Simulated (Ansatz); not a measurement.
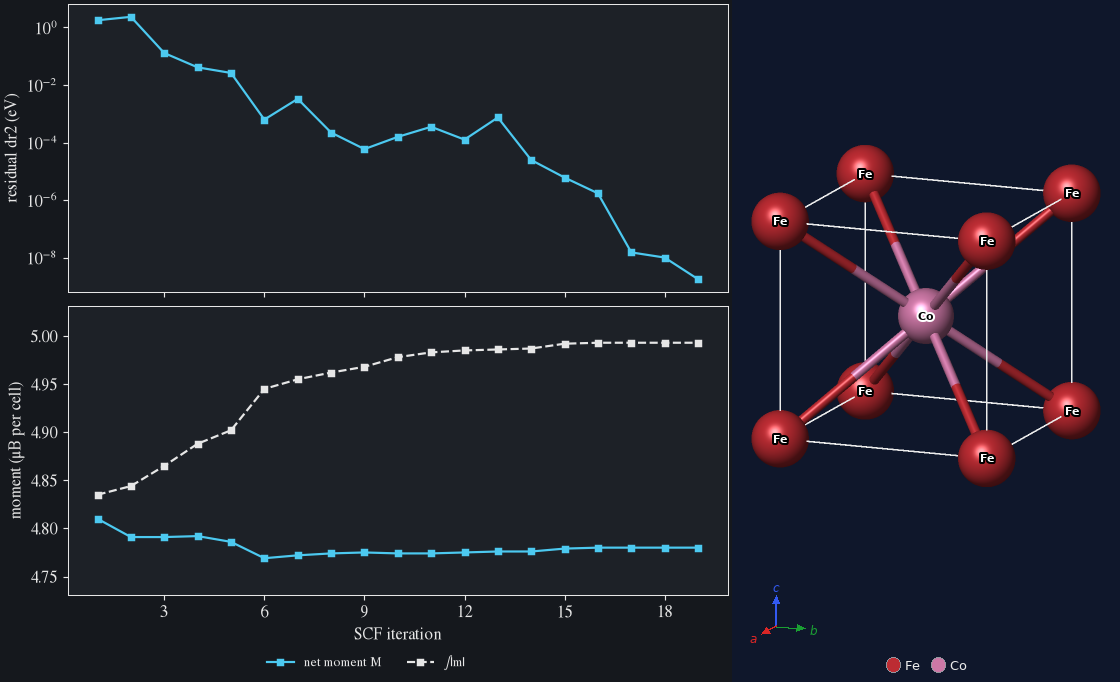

Beside the plot: the structure in its conventional cell.

The plot shows the SCF iterations of a calculation: density residual dr2, magnetic moments. dr2 is the charge part; the magnetisation has a residual of its own.

Program: Ansatz.

```
crystal:
  lattice:
    - [2.8855757849, 0.0, 0.0]
    - [0.0, 2.8855757849, 0.0]
    - [0.0, 0.0, 2.8855757849]
  atoms:
    - { symbol: Fe, position: [0.0, 0.0, 0.0], spin: 3.16 }
    - { symbol: Co, position: [0.5, 0.5, 0.5], spin: 2.07 }
basis:
  ecutwfc: 350
kpoints:
  mp_grid: { grid: [6, 6, 6] }
hamiltonian:
  xc: pbe
scf:
  occupations: { method: gaussian, width: 0.1 }
  lower_state_search: "off"
  mixing: { algorithm: broyden }
  initial_density: { chi_scale: 0, normalization: atom }
  max_iter: 89
output:
  forces: true
  stress: true
  eigenvalues: true
  populations: true
magnetization:
  spin_polarized: true
```

Run as:
```bash
ansatz run input.yaml --threads 1 --pin off --max-ram 1331MiB --backend cpu --events-out ev --progress --plain --runs-dir out
```

Q: How did this run end?

A: The run converged; it took 19 iterations. The residual falls unevenly and jumps up by a factor of two or more 4 times on the way down. The program keeps the magnetisation out of the quasi-Newton mixer until iteration 11 and then restarts the mixer with it.

Q: What is the residual at the start and at the end?

A: It starts near 2 and ends near 2 × 10⁻⁹ eV.

Q: What happens to the magnetisation?

A: The net moment stays at 4.8 μB per cell. ∫|m| ends at 5.0 μB.
